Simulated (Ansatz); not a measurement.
# Band-structure calculation, with input and output: Ge

Ge (Fm-3m, 1 atom in the cell), computed with DFT, PBE, PAW with Ansatz's default frozen-core files, scalar-relativistic, no spin polarisation (Ansatz 0.2.0).

It belongs to a series of runs on one base structure; here: PAW files in place of LAPW. Figures and captions count atoms from 1; the log counts them from 0 in places.

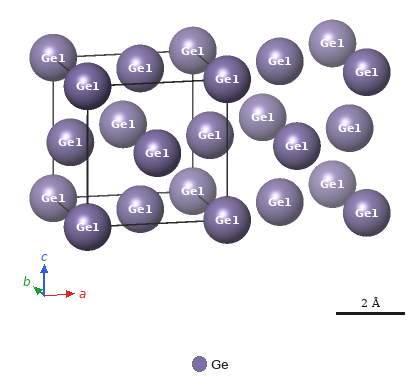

*The structure (spheres-only view of the cell 4 times as large as that of the calculation, set on its symmetry axes, repeated 2 × 1 × 1, seen slightly off an axis; atoms are numbered from 1 in the order of the input).*

## Input file
```yaml
crystal:
  lattice:
    - [0.0, 2.1393227805, 2.1393227805]
    - [2.1393227805, 0.0, 2.1393227805]
    - [2.1393227805, 2.1393227805, 0.0]
  atoms:
    - { symbol: Ge, position: [0.0, 0.0, 0.0] }
kpoints:
  mp_grid: { grid: [16, 16, 16] }
  band_path:
    path:
      - [0.0, 0.0, 0.0]
      - [0.5, 0.0, 0.5]
      - [0.625, 0.25, 0.625]
      - [0.375, 0.375, 0.75]
      - [0.0, 0.0, 0.0]
      - [0.5, 0.5, 0.5]
      - [0.5, 0.25, 0.75]
      - [0.5, 0.0, 0.5]
    npoints: 14
scf:
  occupations: { method: fermi_dirac, width: 0.08 }
hamiltonian:
  xc: pbe
  pseudopotentials: { kind: paw }
output:
  forces: true
  stress: true
  eigenvalues: true
  efg: { contact_densities: true }
  populations: true
  bader: true
  dos: { projected: true, de: 0.2, e_range: [-14, 8] }
  write_density: true
  write_potential: true
  elf: true
  volumetric_format: npy
```

Command:
```bash
ansatz run input.yaml --threads 1 --pin off --max-ram 2048MiB --backend cpu --events-out ev --progress --plain --runs-dir out
```

## The program's output
```
Engine: ansatz 0.2.0, x86_64-unknown-linux-gnu
Pseudopotentials: kind: paw
Pseudopotential: Ge, paw, valence charge 14, recommended cutoff 420 eV (normal), Ge.paw.azcp
Functional definition: PBE
  parameter kappa = 0.804
  parameter beta = 0.06672455060314922
  exchange = pbe_x(kappa = kappa, mu = beta*pi^2/3)
  correlation = pbe_c(beta = beta)
Crystal: 1 atoms, lattice volume = 19.582 Å³
Basis set: ecut = 420 eV, 387 PW (Γ), exchange–correlation on 48×48×48 points (8 copies of the dense FFT grid, shifted against one another)
Bands: 11, of which v1, the nominal top of the filled ones, is band 7 counted from 1 (6 counted from 0)
Symmetry: 48 space group operations
Space group: Fm-3m (ITA 225), of the structure as read, at distance tolerance 2.7e-5 Å
k-points: 145 of 4096
Non-local potential: Ge, projectors of the file, l = 0: 2, l = 1: 2, l = 2: 3, l = 3: 1
PAW form: soft (Blöchl's): semilocal exchange-correlation on the pseudo side does not see the compensation charge
PAW one-centre angular grid: Ge, 590 points (default); XC on 64 Gauss nodes
Initial density: superposition of atomic densities (neutral atoms: chi_scale 0, normalization atom), corrected by the library's trained network
Initial wavefunctions: pseudopotential atomic-orbital guess
Functional: x = pbe(κ = 0.804, μ = 0.2195149727645171), c = pbe(β = 0.06672455060314922)
SCF iter   1: F=—  HF=-4294.658761 eV  |F-HF|=—  |Δ(HF+E_count)|=         —  Δρ=8.18e-4  dr2=1.19e-4  ethr=1.77e-3  ⟨swp⟩=5.1  Hψ=9068  notcnv=0
preconditioner: auto → none  [metal: Δε(μ)=0.016 eV  Ē_g=26.802 eV  σ=0.080 eV  W_gap=0.05  n_scr=8 (ndim 8)  ℏωp=31.4 eV  f_vac=0.000  D(μ)=0.53/eV (n_scr^D=0)  sad-step TF]
SCF iter   2: F=—  HF=-4294.658604 eV  |F-HF|=—  |Δ(HF+E_count)|=   1.57e-4  Δρ=5.38e-4  dr2=4.29e-5  ethr=8.49e-7  ⟨swp⟩=2.0  Hψ=3643  notcnv=0
SCF iter   3: F=—  HF=-4294.658618 eV  |F-HF|=—  |Δ(HF+E_count)|=   1.39e-5  Δρ=2.24e-4  dr2=8.58e-6  ethr=3.06e-7  ⟨swp⟩=2.0  Hψ=2298  notcnv=0
SCF iter   4: F=—  HF=-4294.658623 eV  |F-HF|=—  |Δ(HF+E_count)|=   4.48e-6  Δρ=3.38e-5  dr2=2.11e-7  ethr=6.13e-8  ⟨swp⟩=1.2  Hψ=1674  notcnv=0
iter 5 did not close the SCF: its close was put off for the readings that it lacked (scf_convergence_deferred on its scf_iter line)
SCF iter   5: F=-4294.658622 eV  HF=-4294.658622 eV  |F-HF|=1.85e-8  |Δ(HF+E_count)|=   1.55e-7  Δρ=9.53e-6  dr2=1.67e-8  ethr=1.50e-9  ⟨swp⟩=2.0  Hψ=2561  notcnv=0
SCF iter   6: F=-4294.658622 eV  HF=-4294.658622 eV  |F-HF|=4.64e-11  |Δ(HF+E_count)|=   5.86e-9  Δρ=4.27e-7  dr2=2.82e-11  ethr=1.19e-10  ⟨swp⟩=4.3  Hψ=7503  notcnv=0
SCF 1 converged in 6 iterations: F = -4294.658622 eV  dr2 = 2.82e-11
  greatest PAW one-centre occupation: 0.998 electrons in one spin orbital (limit 2), on the Ge atom at site 0 (counted from 0), in its partial waves of l = 2
NSCF: frozen V_eff on 99 k-points
SCF converged after 6 iterations
Free energy (F): -4294.658622 eV
Harris-Foulkes:  -4294.658622 eV  (|F-HF|=4.64e-11)
Internal energy: -4294.647839 eV  (E = F + TS)
E sigma→0 (E₀):  -4294.653231 eV
Entropy (-TS):   -0.010783 eV (-10.783 meV/atom)
Fermi energy:    10.656746 eV
--- Per-component energies (eV) ---
  E_band       = -119.847936
  E_kinetic    = 109.738947
  E_local      = -2156.723058  (includes V_loc(G=0)·N_el)
  E_nonlocal   = 414.613909
  E_hartree    = 941.028327
  E_xc         = -75.453457
  E_vxc        = -64.293310  (∫ρ·V_xc dr)
  E_paw        = -2015.692407  (= ΣΔE_a)
  E_vpaw       = -305.241117  (= ΣTr[D̂ρ^β])
  E_aug_tail   = 0.000227  (compensation charges beyond the density's cutoff)
  E_ewald      = -1512.160326
  E_smearing   = -0.010783  (= −TS)
  E_closure    = 0.000000  (closes the sum)
  Σ components = -4294.658622   (vs F -4294.658622, Δ=0.00e0)
--- Forces (eV/Å), atoms counted from 1 ---
  atom   1  Ge    -0.00000000    -0.00000000     0.00000000
  max |Σ_I F_I| component: 1.81e-31 eV/Å
--- Stress (GPa, compression-positive) ---
       -0.044194       0.000000      -0.000000
        0.000000      -0.044194      -0.000000
       -0.000000       0.000000      -0.044194
  P = ⅓ Tr σ = -0.0442 GPa (-0.442 kbar)
--- PAW observables at the nuclei: V_zz in 10²¹ V/m², potentials from the cell's mean, atoms counted from 1 ---
  atom   1  Ge V_zz =    +0.000000   η = 0.0000   by run symmetry: forbidden
            electrostatic potential = -4323.695792 V   contact ρ = 210292.008449 e/Å³
--- Band table (eV; the first three rows and the last of 145) ---
  k-point 0: bands = ["-14.1420", "-14.1420", "-14.1420", "-14.0984", "-14.0984", "-2.2978", "19.2091", "19.2091", "19.2091", "24.3177", "24.3177"]
  k-point 1: bands = ["-14.1419", "-14.1401", "-14.1401", "-14.0985", "-14.0985", "-2.2032", "18.2578", "19.0646", "19.0646", "23.6799", "24.5746"]
  k-point 2: bands = ["-14.1417", "-14.1356", "-14.1356", "-14.0980", "-14.0980", "-1.9194", "16.2308", "18.7155", "18.7155", "23.1168", "25.1717"]
  k-point 144: bands = ["-14.1356", "-14.1206", "-14.1206", "-14.0823", "-14.0445", "5.4586", "8.5832", "8.5832", "10.3353", "23.3948", "25.5837"]
--- Löwdin populations: 1 site ---
  site symbol       q [e]
     0     Ge     13.9663
  spilling = 0.002409 (of n_electrons = 14.000000)
--- Bader charges: 1 site ---
  site symbol  charge [e]  shift [e]
     0     Ge      0.0000     0.0000
  estimated error of the sums over rays = 1.5e-7 e
```

## File dos.tsv
```
# E-E_F[eV]	g_bin_mean(E)[states/eV]	N(E)
# format = ansatz-dos/2
# fermi_ev = 10.656746
# fermi_mp_grid = 16 16 16
# fermi_mp_shift = 0 0 0
# tetrahedron_fermi_ev = 10.662674
# g_bin_mean(E): the states in a bin one row spacing wide, centred on E, divided by that spacing. States that the method places at a single energy (under output.dos.method: tetrahedron, those of a tetrahedron whose four corners have one energy) are counted whole in the row whose bin holds that energy (on the edge of two bins, in the lower row). The sum of g_bin_mean over a run of rows, times the row spacing, is the number of states from half a spacing under the first of them to half a spacing over the last (a plain sum, not the trapezoid rule).
-14.000000	0.000000e0	1.000000e1
-13.800000	0.000000e0	1.000000e1
-13.600000	0.000000e0	1.000000e1
-13.400000	0.000000e0	1.000000e1
-13.200000	0.000000e0	1.000000e1
-13.000000	1.403984e-3	1.000000e1
-12.800000	4.630183e-2	1.000398e1
-12.600000	7.765783e-2	1.001688e1
-12.400000	9.973198e-2	1.003448e1
-12.200000	1.159247e-1	1.005626e1
-12.000000	1.324953e-1	1.008100e1
-11.800000	1.458915e-1	1.010902e1
-11.600000	1.579126e-1	1.013935e1
-11.400000	1.713778e-1	1.017227e1
-11.200000	1.818103e-1	1.020769e1
-11.000000	1.921054e-1	1.024504e1
-10.800000	2.032910e-1	1.028456e1
-10.600000	2.139239e-1	1.032636e1
-10.400000	2.228833e-1	1.037003e1
-10.200000	2.326262e-1	1.041555e1
-10.000000	2.431049e-1	1.046311e1
-9.800000	2.531957e-1	1.051278e1
-9.600000	2.625285e-1	1.056433e1
-9.400000	2.726785e-1	1.061784e1
-9.200000	2.837259e-1	1.067345e1
-9.000000	2.956532e-1	1.073138e1
-8.800000	3.080744e-1	1.079172e1
-8.600000	3.227190e-1	1.085472e1
-8.400000	3.408897e-1	1.092099e1
-8.200000	3.666799e-1	1.099141e1
-8.000000	4.231221e-1	1.106923e1
-7.800000	4.280551e-1	1.115645e1
-7.600000	4.324693e-1	1.124295e1
-7.400000	3.964573e-1	1.132582e1
-7.200000	3.847856e-1	1.140379e1
-7.000000	3.705608e-1	1.147904e1
-6.800000	3.623006e-1	1.155261e1
-6.600000	3.424242e-1	1.162328e1
-6.400000	3.293455e-1	1.169002e1
-6.200000	3.275846e-1	1.175541e1
-6.000000	3.381039e-1	1.182174e1
-5.800000	3.607288e-1	1.189206e1
-5.600000	2.680529e-1	1.195945e1
-5.400000	8.850054e-2	1.199395e1
-5.200000	4.619561e-2	1.200203e1
-5.000000	9.319121e-2	1.201770e1
-4.800000	1.248819e-1	1.203840e1
-4.600000	1.618026e-1	1.206792e1
-4.400000	1.835569e-1	1.210265e1
-4.200000	2.029464e-1	1.214085e1
-4.000000	2.533546e-1	1.218548e1
-3.800000	3.158408e-1	1.224298e1
-3.600000	3.692399e-1	1.231044e1
-3.400000	4.428366e-1	1.239247e1
-3.200000	5.721618e-1	1.248999e1
-3.000000	6.259222e-1	1.261220e1
-2.800000	5.942599e-1	1.273955e1
-2.600000	5.281493e-1	1.285064e1
-2.400000	4.750535e-1	1.295247e1
-2.200000	3.705038e-1	1.303574e1
-2.000000	3.680268e-1	1.310772e1
-1.800000	4.168257e-1	1.318497e1
-1.600000	4.522301e-1	1.327346e1
-1.400000	4.491942e-1	1.336345e1
-1.200000	4.585584e-1	1.345422e1
-1.000000	4.578725e-1	1.354645e1
-0.800000	4.549612e-1	1.363731e1
-0.600000	4.468834e-1	1.372762e1
-0.400000	4.486961e-1	1.381709e1
-0.200000	4.512805e-1	1.390720e1
0.000000	4.510173e-1	1.399733e1
0.200000	4.616337e-1	1.408822e1
0.400000	4.879381e-1	1.418232e1
0.600000	4.923577e-1	1.428113e1
0.800000	5.142309e-1	1.438184e1
1.000000	5.240439e-1	1.448665e1
1.200000	5.091577e-1	1.458936e1
1.400000	5.191696e-1	1.469191e1
1.600000	5.364943e-1	1.479737e1
1.800000	5.725618e-1	1.490829e1
2.000000	6.049417e-1	1.502554e1
2.200000	6.209665e-1	1.514844e1
2.400000	6.563288e-1	1.527623e1
2.600000	6.832919e-1	1.541174e1
2.800000	6.757323e-1	1.554658e1
3.000000	6.572042e-1	1.568039e1
3.200000	6.411765e-1	1.581024e1
3.400000	6.273698e-1	1.593695e1
3.600000	6.049447e-1	1.606071e1
3.800000	5.851904e-1	1.617908e1
4.000000	5.812752e-1	1.629569e1
4.200000	5.741106e-1	1.641145e1
4.400000	5.584402e-1	1.652481e1
4.600000	5.395976e-1	1.663460e1
4.800000	5.320980e-1	1.674138e1
5.000000	5.276511e-1	1.684748e1
5.200000	5.135853e-1	1.695198e1
5.400000	4.917106e-1	1.705250e1
5.600000	4.756602e-1	1.714895e1
5.800000	4.745087e-1	1.724363e1
6.000000	4.667590e-1	1.733824e1
6.200000	4.516233e-1	1.742994e1
6.400000	4.512148e-1	1.752044e1
6.600000	4.098859e-1	1.760709e1
6.800000	3.957362e-1	1.768693e1
7.000000	3.953325e-1	1.776553e1
7.200000	4.149230e-1	1.784604e1
7.400000	4.439056e-1	1.793216e1
7.600000	4.397959e-1	1.802113e1
7.800000	4.364746e-1	1.810896e1
8.000000	4.393558e-1	1.819589e1
```

## File populations.tsv
```
# site	symbol	l	j	q
# orbitals = lowdin
# n_electrons = 14.000000
# spilling = 0.002409
0	Ge	0_4S	-	1.724024
0	Ge	1_4P	-	2.243586
0	Ge	2_3D	-	9.998658
```

## File rho_z.tsv
```
# z_ang	rho[e/angstrom^3]
# format = ansatz-planar-average/11
# lattice	0.000000000	2.139322781	2.139322781
# lattice	2.139322781	0.000000000	2.139322781
# lattice	2.139322781	2.139322781	0.000000000
# sites	1
# site	32	0.000000000	0.000000000	0.000000000
0.000000	2.372269e0
0.126061	2.148820e0
0.252122	1.623908e0
0.378182	1.079020e0
0.504243	6.866114e-1
0.630304	4.572021e-1
0.756365	3.323236e-1
0.882426	2.604489e-1
1.008486	2.155377e-1
1.134547	1.867701e-1
1.260608	1.681832e-1
1.386669	1.573737e-1
1.512730	1.538736e-1
1.638790	1.573737e-1
1.764851	1.681832e-1
1.890912	1.867701e-1
2.016973	2.155377e-1
2.143034	2.604489e-1
2.269094	3.323236e-1
2.395155	4.572021e-1
2.521216	6.866114e-1
2.647277	1.079020e0
2.773338	1.623908e0
2.899398	2.148820e0
```

## File v_z.tsv
```
# z_ang	v_es[eV]	v_tot[eV]
# format = ansatz-planar-average/11
# xc	pbe
# density_cutoff_ev	1680
# datasets	Ge=:simpson_from_first_knot:soft
# lattice	0.000000000	2.139322781	2.139322781
# lattice	2.139322781	0.000000000	2.139322781
# lattice	2.139322781	2.139322781	0.000000000
# sites	1
# site	32	0.000000000	0.000000000	0.000000000
0.000000	-1.122438e0	-1.346725e1
0.126061	-9.015003e-1	-1.318765e1
0.252122	-2.594436e-1	-1.236166e1
0.378182	7.443736e-1	-1.104436e1
0.504243	2.027533e0	-9.328743e0
0.630304	3.516354e0	-7.322320e0
0.756365	5.159123e0	-5.156422e0
0.882426	6.879927e0	-2.978068e0
1.008486	8.509161e0	-9.595030e-1
1.134547	9.812804e0	6.727842e-1
1.260608	1.066148e1	1.763502e0
1.386669	1.111845e1	2.360845e0
1.512730	1.126694e1	2.554745e0
1.638790	1.111845e1	2.360845e0
1.764851	1.066148e1	1.763502e0
1.890912	9.812804e0	6.727842e-1
2.016973	8.509161e0	-9.595030e-1
2.143034	6.879927e0	-2.978068e0
2.269094	5.159123e0	-5.156422e0
2.395155	3.516354e0	-7.322320e0
2.521216	2.027533e0	-9.328743e0
2.647277	7.443736e-1	-1.104436e1
2.773338	-2.594436e-1	-1.236166e1
2.899398	-9.015003e-1	-1.318765e1
```

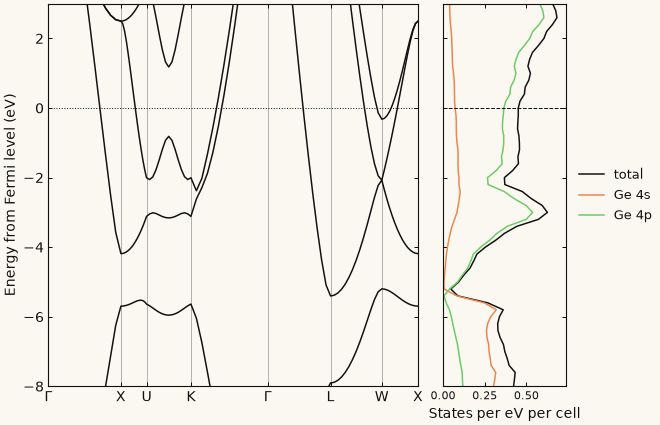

*Band structure along Γ–X–U–K–Γ–L–W–X and density of states (projected on Löwdin-orthogonalised atomic shells), with energies from the Fermi level.*

Bands cross the Fermi level: a metal at this level of theory.

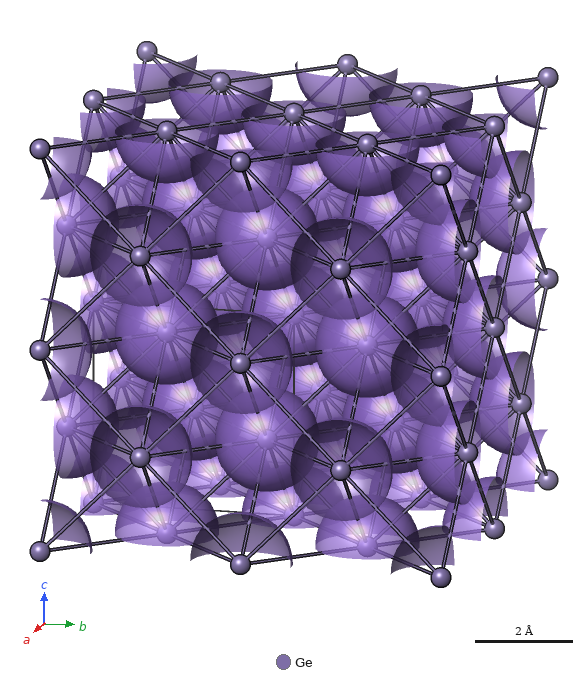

*Isosurface of the valence pseudo-density at 0.3 e/Å³ (purple), seen slightly off an axis. Sticks mark near contacts. The outline is the cell set on symmetry axes.*

At this value the density breaks into separate islands; it holds about 85 % of the electrons treated as valence (semicore included). It is pinched off along the Ge–Ge (3.03 Å) contacts. On the grid the lowest density along these lines, outside the cores, is 0.16 e/Å³ (Ge–Ge, 3.03 Å). Core electrons are frozen (PAW), so the fields are smoothed inside the atomic spheres.

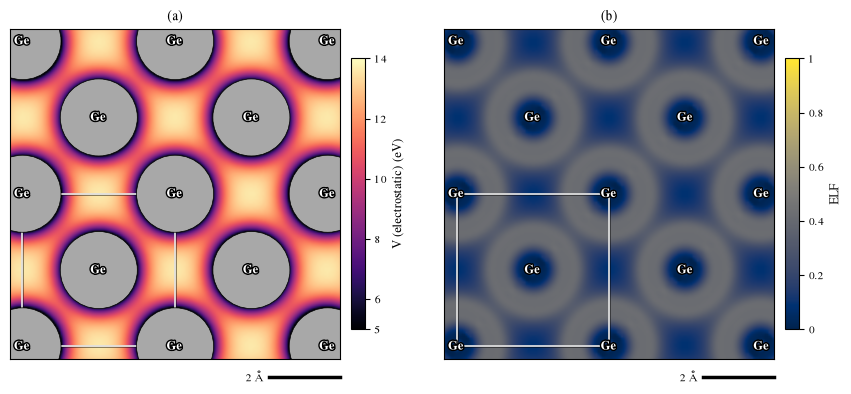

*(a) electrostatic potential energy of an electron; (b) electron localisation function on the (010) plane of the conventional cell. Grey discs, where drawn, cover atomic cores.*

Atoms in the plane: Ge. Ge–Ge (3.03 Å): the ELF is about 0.35 at the midpoint, as expected for metallic bonding. Outside the cores the potential energy rises away from the atoms and is highest about 2.1 Å from the nearest atoms; outside the discs it spans about 8 eV, and its zero is arbitrary.

## Key numbers

```tsv
quantity	value
outcome	converged
space group (tolerance 0.01 Å)	Fm-3m (225)
electrons treated	14
free energy	−4294.6586 eV
Fermi energy	10.657 eV
pressure	−0.04 GPa
field gradient V_zz (10²¹ V/m²)	zero at all sites
electronic character	metal
largest force (length of the vector)	under 0.001 eV/Å
hardware	1 thread of an x86-64 CPU, shared host
wall time	22 s (CPU time 12 s; the host was busy)
peak memory	0.4 GiB
```
